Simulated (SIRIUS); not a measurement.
# RbBr: 7 runs along one coordinate

System: RbBr (Fm-3m, 2 atoms in the cell).
Method: Kohn-Sham DFT of a periodic cell, PBE, dojo-sr-pbe-0.4.1-standard, no spin polarisation (SIRIUS 7.10.0).

The 7 runs differ only in the geometry, by an even scaling of the cell at fixed fractional positions. The structure derives from an entry of the Crystallography Open Database.

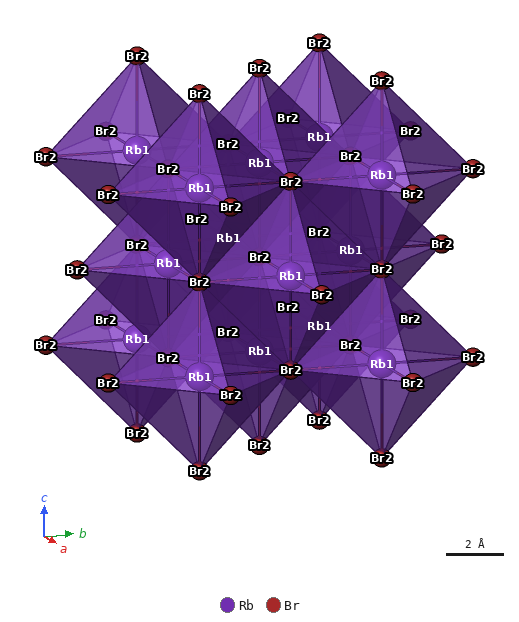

Figure 1. The structure of run 4 (polyhedral view of the cell 4 times as large as that of the calculation, set on its symmetry axes, seen slightly off an axis; polyhedra are completed across the faces of the cell; atoms are numbered from 1 in the order of the input). An atom can appear more than once, as a periodic image.

**Input of run 4**
```
{
  "control": {
    "processing_unit": "cpu",
    "verbosity": 2,
    "num_bands_to_print": 15,
    "print_forces": true,
    "print_stress": true
  },
  "parameters": {
    "electronic_structure_method": "pseudopotential",
    "xc_functionals": ["XC_GGA_X_PBE", "XC_GGA_C_PBE"],
    "gk_cutoff": 6.8,
    "pw_cutoff": 13.6,
    "ngridk": [7, 7, 7],
    "shiftk": [0, 0, 0],
    "smearing": "fermi_dirac",
    "smearing_width": 0.0018374661,
    "num_bands": 15,
    "num_mag_dims": 0,
    "num_dft_iter": 100,
    "energy_tol": 1e-08,
    "density_tol": 1e-06
  },
  "iterative_solver": {
    "type": "davidson",
    "min_tolerance": 1e-09,
    "tolerance_scale": [0.1, 0.25]
  },
  "mixer": {
    "type": "anderson",
    "beta": 0.7,
    "max_history": 8
  },
  "settings": {
    "tol_ne": 1e-10,
    "pseudo_grid_cutoff": 6.5
  },
  "unit_cell": {
    "lattice_vectors": [
      [0.0, 6.476091429093, 6.476091429093],
      [6.476091429093, 0.0, 6.476091429093],
      [6.476091429093, 6.476091429093, 0.0]
    ],
    "atom_coordinate_units": "lattice",
    "atom_types": ["Rb", "Br"],
    "atom_files": {
      "Rb": "Rb.json",
      "Br": "Br.json"
    },
    "atoms": {
      "Rb": [
        [0.0, 0.0, 0.0]
      ],
      "Br": [
        [0.5, 0.5, 0.5]
      ]
    }
  }
}
```

Command:
```bash
upf_to_json Rb.upf
upf_to_json Br.upf
OMP_NUM_THREADS=1 sirius.scf --input=sirius.json --output=out.json --task=0
```

Run 6 differs from it as follows:
```diff
-      [0.0, 6.476091429093, 6.476091429093],
-      [6.476091429093, 0.0, 6.476091429093],
-      [6.476091429093, 6.476091429093, 0.0]
+      [0.0, 6.5613129314, 6.5613129314],
+      [6.5613129314, 0.0, 6.5613129314],
+      [6.5613129314, 6.5613129314, 0.0]
```

**Results, with one run withheld**

| run | volume per atom (Å³) | free energy per atom, from the lowest run given (meV) | pressure (GPa) | gap on the mesh (eV) |
| --- | --- | --- | --- | --- |
| 1 | 37.833 | 31.77 | 2.18 | 4.53 |
| 2 | 38.638 | 21.93 | 1.73 | 4.47 |
| 3 | 39.443 | 14.18 | 1.34 | 4.42 |
| 4 | 40.248 | 8.30 | 0.99 | 4.36 |
| 5 | 41.053 | 4.09 | 0.68 | 4.31 |
| 6 | 41.858 | ? | ? | ? |
| 7 | 42.663 | 0.00 | 0.14 | 4.22 |

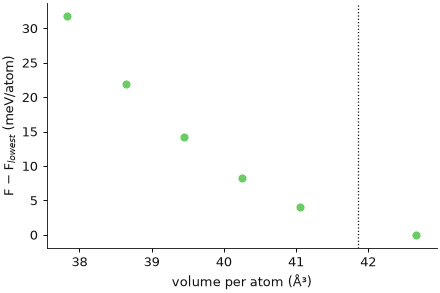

Figure 2. Free energy per atom of the runs given; the dotted line marks run 6.

Estimate the energy of run 6 from the others.

A cubic polynomial in V^(−2/3) (the Birch–Murnaghan form), fitted to the 6 runs given, misses them by under 0.01 meV per atom. With x = V^(−2/3) − 0.08560 Å⁻², it reads F = 10.419 + 4945.9 x + 5.868e+05 x² + 3.0532e+06 x³ (meV per atom). At run 6 it gives 1.38 meV per atom, and the run itself gives 1.38. The slope of the fit gives a pressure −dF/dV of 0.40 GPa there, and the run prints 0.39 GPa. The fit has no minimum inside this range. The gap on the mesh goes, without turning, from 4.53 eV in run 1 to 4.22 eV in run 7; run 6 has 4.27 eV. These are gaps of this functional on this mesh, which can miss the band edges; they aren't the measured gap.

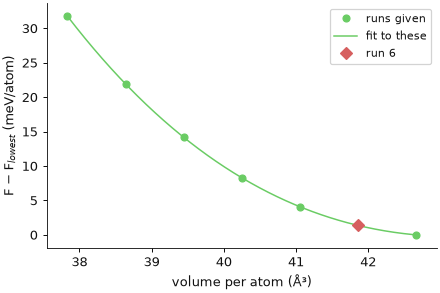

Figure 3. The fit and the withheld run.

**Some lines of the output (run 6)**
```
[...]
[find] band gap (eV)                  :       4.26594973
[find] Efermi                         :       0.14905866
[find] Total energy                   :     -42.93922354 (Ha),     -85.87844709 (Ry)
[find] Free energy (E-TS)             :     -42.93922354 (Ha),     -85.87844709 (Ry)
[find] band gap (eV)                  :       4.26627799
[find] Efermi                         :       0.14906124
[find] Total energy                   :     -42.93922355 (Ha),     -85.87844710 (Ry)
[find] Free energy (E-TS)             :     -42.93922355 (Ha),     -85.87844710 (Ry)
[find] band gap (eV)                  :       4.26623421
[find] Efermi                         :       0.14906128
[find] band gap (eV)                  :       4.26618071
[find] Efermi                         :       0.14906098
[find] band gap (eV)                  :       4.26618196
[find] Efermi                         :       0.14906100
```
